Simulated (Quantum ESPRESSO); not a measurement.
**A series of single points on MgI2**

System: MgI2 (P-3m1, 3 atoms in the cell).
Method: Kohn-Sham DFT of a periodic cell, PBE, SSSP 1.3 efficiency PBE, no spin polarisation (Quantum ESPRESSO 7.5).

The 7 runs differ only in the geometry, by an even scaling of the cell at fixed fractional positions. The structure derives from an entry of the Crystallography Open Database.

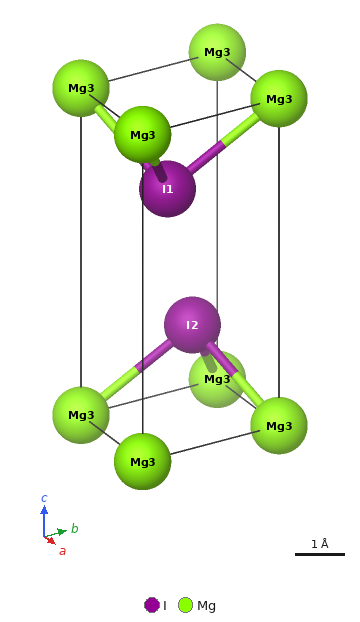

Figure 1. The structure of run 4 (ball-and-stick view of the cell of the calculation, seen slightly off an axis; atoms are numbered from 1 in the order of the input).

### Input of run 4
```
&CONTROL
  calculation = 'scf'
  prefix = 'pwscf'
  outdir = './tmp'
  pseudo_dir = './pseudo'
  tprnfor = .true.
  tstress = .true.
  disk_io = 'nowf'
/
&SYSTEM
  ibrav = 0
  nat = 3
  ntyp = 2
  ecutwfc = 55
  ecutrho = 440
  nbnd = 14
  occupations = 'smearing'
  smearing = 'fd'
  degauss = 0.00367493
/
&ELECTRONS
  conv_thr = 6d-10
  electron_maxstep = 120
  mixing_beta = 0.5
/
ATOMIC_SPECIES
I    126.9045 I.pbe-n-kjpaw_psl.0.2.UPF
Mg    24.3050 Mg.pbe-n-kjpaw_psl.0.3.0.UPF
CELL_PARAMETERS angstrom
   4.1400000000    0.0000000000    0.0000000000
  -2.0700000000    3.5853451717    0.0000000000
   0.0000000000    0.0000000000    6.8800000000
ATOMIC_POSITIONS crystal
I      0.6666666667    0.3333333333    0.7500000000
I      0.3333333333    0.6666666667    0.2500000000
Mg     0.0000000000    0.0000000000    0.0000000000
K_POINTS automatic
8 8 4 0 0 0
```

Command:
```bash
OMP_NUM_THREADS=1 pw.x -in pw.in > pw.out
```

Run 5 differs from it as follows:
```diff
-   4.1400000000    0.0000000000    0.0000000000
-  -2.0700000000    3.5853451717    0.0000000000
-   0.0000000000    0.0000000000    6.8800000000
+   4.1674180176    0.0000000000    0.0000000000
+  -2.0837090088    3.6090898714    0.0000000000
+   0.0000000000    0.0000000000    6.9255642418
```

### Results, with one run withheld

```tsv
run	volume per atom (Å³)	free energy per atom, from the lowest run given (meV)	pressure (GPa)	gap on the mesh (eV)
1	31.998	19.77	2.69	3.50
2	32.679	10.01	1.88	3.49
3	33.360	3.53	1.15	3.47
4	34.041	0.00	0.49	3.45
5	34.722	?	?	?
6	35.402	0.60	−0.63	3.40
7	36.083	4.23	−1.10	3.37
```

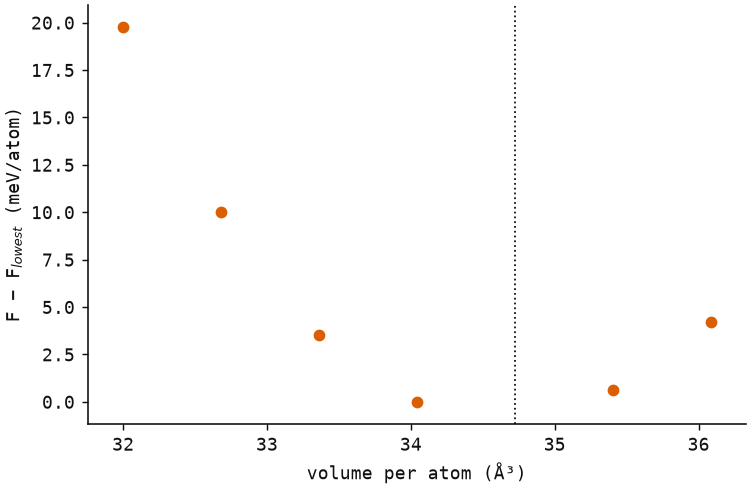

Figure 2. Free energy per atom of the runs given; the dotted line marks run 5.

What should run 5 give?

A cubic polynomial in V^(−2/3) (the Birch–Murnaghan form), fitted to the 6 runs given, misses them by under 0.01 meV per atom. With x = V^(−2/3) − 0.09551 Å⁻², it reads F = 0.58947 + 2188.1 x + 7.992e+05 x² + 1.7488e+06 x³ (meV per atom). At run 5 it gives −0.89 meV per atom, and the run itself gives −0.89. The slope of the fit gives a pressure −dF/dV of −0.08 GPa there, and the run prints −0.10 GPa. The fit has its minimum at 34.624 Å³ per atom, where V d²F/dV² gives 28.9 GPa. Cell shape and fractional positions are held, so this is the stiffness under even scaling; the relaxed bulk modulus wasn't computed and can be far lower in a crystal of layers, chains or molecules like this one. The gap on the mesh goes, without turning, from 3.50 eV in run 1 to 3.37 eV in run 7; run 5 has 3.43 eV. These are gaps of this functional on this mesh, which can miss the band edges; they aren't the measured gap.

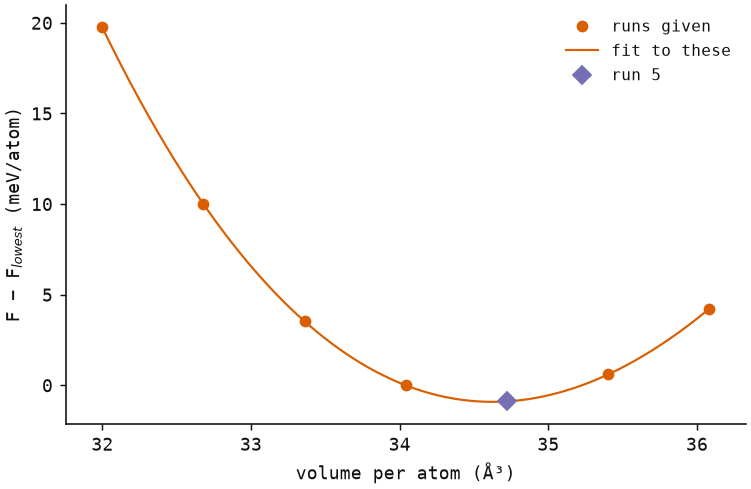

Figure 3. The fit and the withheld run.

### Some lines of the output (run 5)
```
[...]
     unit-cell volume          =     702.9372 (a.u.)^3
     number of k points=    35  Fermi-Dirac smearing, width (Ry)=  0.0037
     total energy              =    -791.66796887 Ry
     total energy              =    -791.67311830 Ry
     total energy              =    -791.67450033 Ry
     total energy              =    -791.67482590 Ry
     total energy              =    -791.67494402 Ry
     total energy              =    -791.67494480 Ry
     total energy              =    -791.67494498 Ry
     the Fermi energy is     4.3711 ev
!    total energy              =    -791.67494499 Ry
     The total energy is F=E-TS. E is the sum of the following terms:
     Computing stress (Cartesian axis) and pressure
          total   stress  (Ry/bohr**3)                   (kbar)     P=       -0.99
```
